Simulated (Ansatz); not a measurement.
## MoS2: a changed input and its effect

System: MoS2 (P6₃/mmc, 6 atoms in the cell).
Method of run 1: DFT LDA+U, scalar-relativistic, plane waves, PAW, Ueff = 1 eV on Mo atom 1 d; Ueff = 1 eV on Mo atom 2 d, spin-polarised (Ansatz 0.2.0).

The structure derives from an entry of the Crystallography Open Database. Text and figures count atoms from 1; the logs count them from 0 in places.

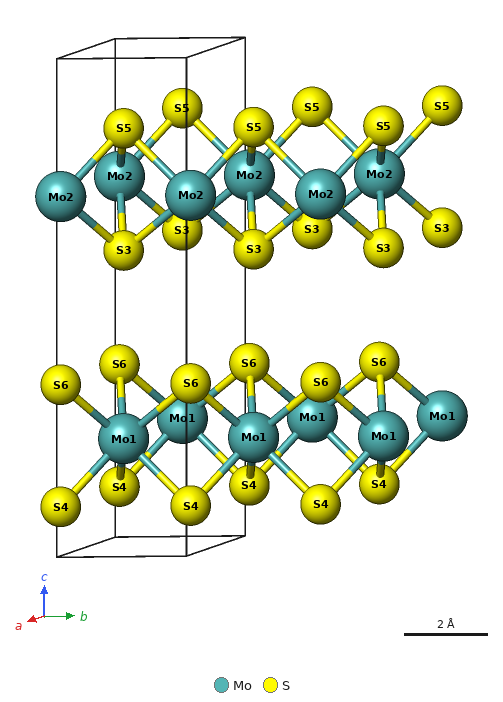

The structure (ball-and-stick view of the cell of the calculation, repeated 2 × 3 × 1, seen slightly off an axis; atoms are numbered from 1 in the order of the input). Near neighbours in the crystal (not all of them lie inside the picture): Mo has 6 S at 2.37 Å; S has 3 Mo at 2.37 Å.

### The input, run 1
```yaml
crystal:
  lattice:
    - [3.16100152, 0.0, 0.0]
    - [-1.58050076, 2.73750762, 0.0]
    - [0.0, 0.0, 12.2949997]
  atoms:
    - { symbol: Mo, position: [0.3333333333, 0.6666666667, 0.25], spin: 2.0 }
    - { symbol: Mo, position: [0.6666666667, 0.3333333333, 0.75], spin: 2.0 }
    - { symbol: S, position: [0.3333333333, 0.6666666667, 0.6275] }
    - { symbol: S, position: [0.6666666667, 0.3333333333, 0.1275] }
    - { symbol: S, position: [0.3333333333, 0.6666666667, 0.8725] }
    - { symbol: S, position: [0.6666666667, 0.3333333333, 0.3725] }
basis:
  ecutwfc: 420
  ecutrho_ratio: 4
kpoints:
  mp_grid: { grid: [7, 7, 2] }
hamiltonian:
  xc: lda
  hubbard:
    sites:
      - { site: 0, l: d, u_eff: 1.0, starting_ns: [{ spin: up, occupation_matrix: s0up }, { spin: down, occupation_matrix: s0down }] }
      - { site: 1, l: d, u_eff: 1.0, starting_ns: [{ spin: up, occupation_matrix: s1up }, { spin: down, occupation_matrix: s1down }] }
    occupation_matrices:
      s0up:
        matrix:
          - [0.97, 0.0, 0.0, 0.0, 0.0]
          - [0.0, 0.02, 0.0, 0.0, 0.0]
          - [0.0, 0.0, 0.02, 0.0, 0.0]
          - [0.0, 0.0, 0.0, 0.97, 0.0]
          - [0.0, 0.0, 0.0, 0.0, 0.02]
      s0down:
        matrix:
          - [0.02, 0.0, 0.0, 0.0, 0.0]
          - [0.0, 0.02, 0.0, 0.0, 0.0]
          - [0.0, 0.0, 0.02, 0.0, 0.0]
          - [0.0, 0.0, 0.0, 0.02, 0.0]
          - [0.0, 0.0, 0.0, 0.0, 0.02]
      s1up:
        matrix:
          - [0.97, 0.0, 0.0, 0.0, 0.0]
          - [0.0, 0.02, 0.0, 0.0, 0.0]
          - [0.0, 0.0, 0.97, 0.0, 0.0]
          - [0.0, 0.0, 0.0, 0.02, 0.0]
          - [0.0, 0.0, 0.0, 0.0, 0.02]
      s1down:
        matrix:
          - [0.02, 0.0, 0.0, 0.0, 0.0]
          - [0.0, 0.02, 0.0, 0.0, 0.0]
          - [0.0, 0.0, 0.02, 0.0, 0.0]
          - [0.0, 0.0, 0.0, 0.02, 0.0]
          - [0.0, 0.0, 0.0, 0.0, 0.02]
    ns_hold: { iters: 5 }
scf:
  occupations: { method: gaussian, width: 0.05 }
  lower_state_search: "off"
  max_iter: 150
output:
  forces: true
  stress: true
  eigenvalues: true
  populations: true
  hubbard: { sites: [{ site: 0, l: d }, { site: 1, l: d }] }
magnetization:
  spin_polarized: true
```

Command:
```bash
ansatz run input.yaml --threads 4 --pin off --max-ram 6144MiB --backend cpu --events-out ev --progress --plain --runs-dir out
```

Hardware: 4 threads of Arm Neoverse N1, 24 GiB of memory available, shared host.

### Output, shortened to warnings, some set-up lines, iterations and results (run 1)
```
Warning: crystal.symmetry: narrowed to the stabiliser of the occupation matrices — unitary ops 24 → 4; lowered by the specified shells (site 0, l: d), (site 1, l: d); largest admitted image defect 4.4e-16, smallest excluded 7.1e-1 — at a splitting's scale: the group the occupation matrices' own texture admits
WARN: the starting moments were not kept: the SCF closed with an absolute magnetisation of 8.9e-6 μB, where they sum to 4 μB in size (2 sites). That is at most 0.1 of that sum. Measured as dr2_m measures the in/out step, that magnetisation stands 5.9e-12 eV from none, at or under the dr2_threshold of 1.0e-7 eV: it is no larger than a step whose dr2_m would equal this threshold. The system may …
WARN: hamiltonian.hubbard: on 4 of 4 specified blocks the occupation matrix of this SCF's result fails the test of the specified filling. At site 0 ↑ (sites count from 0 in the list of atoms of the cell that this SCF solves) the least filled combination of the orbitals specified full has occupation 0.535, and the fullest combination of the orbitals specified empty has occupation 0.535; the …
Basis set: ecut = 420 eV, 2057 PW (Γ)
Symmetry: 4 space group operations
k-points: 32 of 98 (time reversal used)
Initial density: superposition of atomic densities (chi_scale 0.1, normalization cell)
[...]
SCF iter   1: F=—  HF=-13167.359219 eV  |F-HF|=—  |Δ(HF+E_count)|=         —  Δρ=9.22e-2 (↑9.22e-2 ↓4.14e-2)  dr2=1.35e1  dr2_m=2.91e0  M=0.020 μB ∫|m|=0.998 μB  β_m=0.30  …
SCF iter   2: F=—  HF=-13165.166991 eV  |F-HF|=—  |Δ(HF+E_count)|=    2.19e0  Δρ=5.24e-2 (↑5.24e-2 ↓3.37e-2)  dr2=2.17e0  dr2_m=1.42e0  M=0.023 μB ∫|m|=0.987 μB  β_m=0.30  …
SCF iter   3: F=—  HF=-13164.881818 eV  |F-HF|=—  |Δ(HF+E_count)|=   2.85e-1  Δρ=2.98e-2 (↑2.80e-2 ↓2.98e-2)  dr2=5.81e-1  dr2_m=7.18e-1  M=0.023 μB ∫|m|=0.920 μB  β_m=0.30  …
SCF iter   4: F=—  HF=-13164.880498 eV  |F-HF|=—  |Δ(HF+E_count)|=   1.32e-3  Δρ=2.33e-2 (↑2.33e-2 ↓1.72e-2)  dr2=1.57e-1  dr2_m=3.88e-1  M=0.015 μB ∫|m|=0.792 μB  β_m=0.30  …
SCF iter   5: F=—  HF=-13164.919333 eV  |F-HF|=—  |Δ(HF+E_count)|=   3.88e-2  Δρ=1.55e-2 (↑1.36e-2 ↓1.55e-2)  dr2=1.77e-2  dr2_m=2.04e-1  M=0.013 μB ∫|m|=0.725 μB  β_m=0.30  …
[... 6 lines ...]
SCF iter  12: F=—  HF=-13167.211624 eV  |F-HF|=—  |Δ(HF+E_count)|=   2.33e-5  Δρ=3.69e-5 (↑3.34e-5 ↓3.69e-5)  dr2=8.67e-7  dr2_m=1.03e-6  M=0.000 μB ∫|m|=0.002 μB  β_m=0.95  …
SCF iter  13: F=-13167.211625 eV  HF=-13167.211625 eV  |F-HF|=9.60e-9  |Δ(HF+E_count)|=   1.40e-6  Δρ=5.28e-6 (↑5.19e-6 ↓5.28e-6)  dr2=8.82e-8  dr2_m=1.58e-8  M=0.000 μB …
SCF iter  14: F=-13167.211625 eV  HF=-13167.211625 eV  |F-HF|=1.12e-8  |Δ(HF+E_count)|=   4.03e-8  Δρ=1.55e-6 (↑1.45e-6 ↓1.55e-6)  dr2=1.90e-8  dr2_m=1.82e-10  M=0.000 μB …
SCF iter  15: F=-13167.211625 eV  HF=-13167.211625 eV  |F-HF|=1.78e-8  |Δ(HF+E_count)|=   2.58e-9  Δρ=1.44e-6 (↑1.44e-6 ↓1.40e-6)  dr2=2.03e-8  dr2_m=3.50e-11  M=0.000 μB …
SCF 1 converged in 15 iterations: F = -13167.211625 eV  dr2 = 2.03e-8
SCF converged after 15 iterations
Magnetization: 0.0000 μB (26.0000 up, 26.0000 down)
Absolute magnetization: 0.0000 μB (∫|ρ↑−ρ↓|, with the PAW one-centre terms)
Spin contamination: 0.0000 ħ² per cell (⟨S²⟩ above its minimum at these occupations)
Per-site moments (μB) at R_I (Å): [(-1.5178696129905307e-6, 0.9760741621119455), (-1.8327748506598695e-6, 0.9760741621119459), (9.291303336524454e-7, 0.9760741621119459), (8.180338541578582e-7, 0.9760741621119455), (9.291303335459284e-7, 0.9760741621119459), (8.180338542696631e-7, …
Free energy (F): -13167.211625 eV
Harris-Foulkes:  -13167.211625 eV  (|F-HF|=1.78e-8)
Internal energy: -13167.211625 eV  (E = F + TS)
E sigma→0 (E₀):  -13167.211625 eV
Fermi energy:    11.366184 eV
--- Per-component energies (eV) ---
  E_band       = -322.240173
  E_kinetic    = 1320.595032
  E_local      = -4096.242505  (includes V_loc(G=0)·N_el)
  E_nonlocal   = 413.014938
  E_hartree    = 1585.442273
  E_xc         = -753.976897
  E_vxc        = -813.586668  (∫ρ·V_xc dr)
  E_hubbard    = 2.477716  (on-site DFT+U / exact-exchange correction)
  E_vhub       = -0.278506  (the Hubbard potential's part of the band-sum identity)
  E_paw        = -8453.969341  (= ΣΔE_a)
  E_vpaw       = -316.625232  (= ΣTr[D̂ρ^β])
  E_aug_tail   = 0.000033  (compensation charges beyond the density's cutoff)
  E_ewald      = -3186.111296
  E_core_change = 1.558423  (= ΣΔE_core)
  E_smearing   = -0.000000  (= −TS)
  E_closure    = -0.000000  (closes the sum)
  Σ components = -13167.211625   (vs F -13167.211625, Δ=0.00e0)
--- Specified on-site occupations, and those of the state reported ---
  electrons in the specified blocks: 4.2000 specified, 10.4679 found
  site 1 (l=d) ↓: largest change of an orbital's occupation 0.5686; electrons 0.1000 specified, 2.6170 found; spectral distance 1.1294
  site 0 (l=d) ↓: largest change of an orbital's occupation 0.5686; electrons 0.1000 specified, 2.6170 found; spectral distance 1.1293
  site 1 (l=d) ↑: largest change of an orbital's occupation 0.5149; electrons 2.0000 specified, 2.6170 found; spectral distance 1.0108
  site 0 (l=d) ↑: largest change of an orbital's occupation 0.5149; electrons 2.0000 specified, 2.6170 found; spectral distance 1.0108
--- Forces (eV/Å), atoms counted from 1 ---
  atom   1  Mo     0.00000000    -0.00000124     0.00000000
  atom   2  Mo     0.00000000     0.00000047     0.00000000
  atom   3  S      0.00000000    -0.00000013    -0.74276329
  atom   4  S      0.00000000     0.00000006    -0.74279963
  atom   5  S      0.00000000    -0.00000013     0.74276329
  atom   6  S      0.00000000     0.00000006     0.74279963
  max |Σ_I F_I| component: 9.12e-7 eV/Å
--- Stress (GPa, compression-positive) ---
[...]
```

For run 2 the input was changed thus:
```diff
-          - [0.97, 0.0, 0.0, 0.0, 0.0]
+          - [0.02, 0.0, 0.0, 0.0, 0.0]
-          - [0.0, 0.0, 0.02, 0.0, 0.0]
+          - [0.0, 0.0, 0.97, 0.0, 0.0]
-          - [0.97, 0.0, 0.0, 0.0, 0.0]
+          - [0.02, 0.0, 0.0, 0.0, 0.0]
-          - [0.0, 0.0, 0.0, 0.02, 0.0]
+          - [0.0, 0.0, 0.0, 0.97, 0.0]
-    ns_hold: { iters: 5 }
+    ns_hold: until_converged
```

What does this change do to the results?

Both reach the same energy, so the change doesn't alter the result.

### Output, shortened to warnings, some set-up lines, iterations and results (run 2)
```
Warning: crystal.symmetry: narrowed to the stabiliser of the occupation matrices — unitary ops 24 → 8; lowered by the specified shells (site 0, l: d), (site 1, l: d); largest admitted image defect 4.4e-16, smallest excluded 7.1e-1 — at a splitting's scale: the group the occupation matrices' own texture admits
WARN: the starting moments were not kept: the SCF closed with an absolute magnetisation of 3.6e-6 μB, where they sum to 4 μB in size (2 sites). That is at most 0.1 of that sum. Measured as dr2_m measures the in/out step, that magnetisation stands 1.0e-12 eV from none, at or under the dr2_threshold of 1.0e-7 eV: it is no larger than a step whose dr2_m would equal this threshold. The system may …
WARN: hamiltonian.hubbard: on 4 of 4 specified blocks the occupation matrix of this SCF's result fails the test of the specified filling. At site 0 ↑ (sites count from 0 in the list of atoms of the cell that this SCF solves) the least filled combination of the orbitals specified full has occupation 0.479, and the fullest combination of the orbitals specified empty has occupation 0.589; the …
Basis set: ecut = 420 eV, 2057 PW (Γ)
Symmetry: 8 space group operations
k-points: 32 of 98
Initial density: superposition of atomic densities (chi_scale 0.1, normalization cell)
[...]
SCF iter   1: F=—  HF=-13167.174484 eV  |F-HF|=—  |Δ(HF+E_count)|=         —  Δρ=9.16e-2 (↑9.16e-2 ↓4.14e-2)  dr2=1.32e1  dr2_m=2.89e0  M=0.020 μB ∫|m|=1.020 μB  β_m=0.30  …
SCF iter   2: F=—  HF=-13165.025935 eV  |F-HF|=—  |Δ(HF+E_count)|=    2.15e0  Δρ=5.21e-2 (↑5.21e-2 ↓3.38e-2)  dr2=2.12e0  dr2_m=1.42e0  M=0.000 μB ∫|m|=1.023 μB  β_m=0.30  …
SCF iter   3: F=—  HF=-13164.750966 eV  |F-HF|=—  |Δ(HF+E_count)|=   2.75e-1  Δρ=2.97e-2 (↑2.80e-2 ↓2.97e-2)  dr2=5.78e-1  dr2_m=7.14e-1  M=0.000 μB ∫|m|=0.964 μB  β_m=0.30  …
SCF iter   4: F=—  HF=-13164.747837 eV  |F-HF|=—  |Δ(HF+E_count)|=   3.13e-3  Δρ=2.30e-2 (↑2.30e-2 ↓1.72e-2)  dr2=1.43e-1  dr2_m=3.83e-1  M=0.000 μB ∫|m|=0.842 μB  β_m=0.30  …
SCF iter   5: F=—  HF=-13164.787616 eV  |F-HF|=—  |Δ(HF+E_count)|=   3.98e-2  Δρ=1.53e-2 (↑1.35e-2 ↓1.53e-2)  dr2=1.61e-2  dr2_m=2.00e-1  M=0.000 μB ∫|m|=0.781 μB  β_m=0.30  …
[... 13 lines ...]
SCF iter  19: F=—  HF=-13167.211624 eV  |F-HF|=—  |Δ(HF+E_count)|=   6.80e-3  Δρ=3.61e-5 (↑3.61e-5 ↓1.99e-5)  dr2=9.72e-7  dr2_m=5.82e-7  M=0.000 μB ∫|m|=0.001 μB  β_m=0.92  …
SCF iter  20: F=-13167.211625 eV  HF=-13167.211625 eV  |F-HF|=2.99e-8  |Δ(HF+E_count)|=   5.51e-7  Δρ=7.80e-6 (↑7.58e-6 ↓7.80e-6)  dr2=6.47e-8  dr2_m=4.41e-8  M=0.000 μB …
SCF iter  21: F=-13167.211625 eV  HF=-13167.211625 eV  |F-HF|=7.79e-10  |Δ(HF+E_count)|=   5.99e-8  Δρ=1.33e-6 (↑1.33e-6 ↓1.03e-6)  dr2=4.00e-9  dr2_m=7.50e-10  M=0.000 μB …
SCF iter  22: F=-13167.211625 eV  HF=-13167.211625 eV  |F-HF|=5.46e-12  |Δ(HF+E_count)|=   1.73e-9  Δρ=2.42e-7 (↑2.42e-7 ↓2.09e-7)  dr2=3.89e-10  dr2_m=6.15e-12  M=0.000 μB …
SCF 1 converged in 22 iterations: F = -13167.211625 eV  dr2 = 3.89e-10
SCF converged after 22 iterations
Magnetization: 0.0000 μB (26.0000 up, 26.0000 down)
Absolute magnetization: 0.0000 μB (∫|ρ↑−ρ↓|, with the PAW one-centre terms)
Spin contamination: 0.0000 ħ² per cell (⟨S²⟩ above its minimum at these occupations)
Per-site moments (μB) at R_I (Å): [(-6.264212162609011e-7, 0.9760741621119455), (-6.264212161831091e-7, 0.9760741621119459), (3.4418113731193465e-7, 0.9760741621119459), (3.4418113737907376e-7, 0.9760741621119455), (3.4418113734780104e-7, 0.9760741621119459), (3.441811373606195e-7, …
Free energy (F): -13167.211625 eV
Harris-Foulkes:  -13167.211625 eV  (|F-HF|=5.46e-12)
Internal energy: -13167.211625 eV  (E = F + TS)
E sigma→0 (E₀):  -13167.211625 eV
Fermi energy:    11.366188 eV
--- Per-component energies (eV) ---
  E_band       = -322.240007
  E_kinetic    = 1320.595006
  E_local      = -4096.241860  (includes V_loc(G=0)·N_el)
  E_nonlocal   = 413.014895
  E_hartree    = 1585.441679
  E_xc         = -753.976906
  E_vxc        = -813.586676  (∫ρ·V_xc dr)
  E_hubbard    = 2.477716  (on-site DFT+U / exact-exchange correction)
  E_vhub       = -0.278508  (the Hubbard potential's part of the band-sum identity)
  E_paw        = -8453.969315  (= ΣΔE_a)
  E_vpaw       = -316.625215  (= ΣTr[D̂ρ^β])
  E_aug_tail   = 0.000033  (compensation charges beyond the density's cutoff)
  E_ewald      = -3186.111296
  E_core_change = 1.558423  (= ΣΔE_core)
  E_smearing   = -0.000000  (= −TS)
  E_closure    = 0.000000  (closes the sum)
  Σ components = -13167.211625   (vs F -13167.211625, Δ=0.00e0)
--- Specified on-site occupations, and those of the state reported ---
  electrons in the specified blocks: 4.2000 specified, 10.4679 found
  site 1 (l=d) ↑: largest change of an orbital's occupation 0.5686; electrons 2.0000 specified, 2.6170 found; spectral distance 1.0108
  site 0 (l=d) ↑: largest change of an orbital's occupation 0.5686; electrons 2.0000 specified, 2.6170 found; spectral distance 1.0108
  site 1 (l=d) ↓: largest change of an orbital's occupation 0.5686; electrons 0.1000 specified, 2.6170 found; spectral distance 1.1294
  site 0 (l=d) ↓: largest change of an orbital's occupation 0.5686; electrons 0.1000 specified, 2.6170 found; spectral distance 1.1294
--- Forces (eV/Å), atoms counted from 1 ---
  atom   1  Mo     0.00000000     0.00000153     0.00000000
  atom   2  Mo     0.00000000    -0.00000153     0.00000000
  atom   3  S     -0.00000000     0.00000006    -0.74278171
  atom   4  S      0.00000000    -0.00000006    -0.74278171
  atom   5  S     -0.00000000     0.00000006     0.74278171
  atom   6  S      0.00000000    -0.00000006     0.74278171
  max |Σ_I F_I| component: 0.00e0 eV/Å
--- Stress (GPa, compression-positive) ---
[...]
```

### The two runs side by side

| quantity | run 1 | run 2 |
| --- | --- | --- |
| outcome | converged | converged |
| free energy per atom (eV) | −2194.5353 | −2194.5353 |
| gap on the mesh (eV) | 0.94 | 0.94 |
| net moment of the cell (μB) | 0.00 | 0.00 |
| absolute moment of the cell (μB) | 0.00 | 0.00 |
| pressure (GPa) | 1.01 | 1.01 |
| largest force (eV/Å) | 0.743 | 0.743 |
| SCF iterations | 15 | – |
| irreducible k-points | 32 | 32 |
| plane waves at Γ | 2057 | 2057 |
| wall time (shared host) | 21 s | 19 s |

For both runs: Warnings: some starting moments were not kept; the typed occupations were not kept; the occupation matrices lower the symmetry.
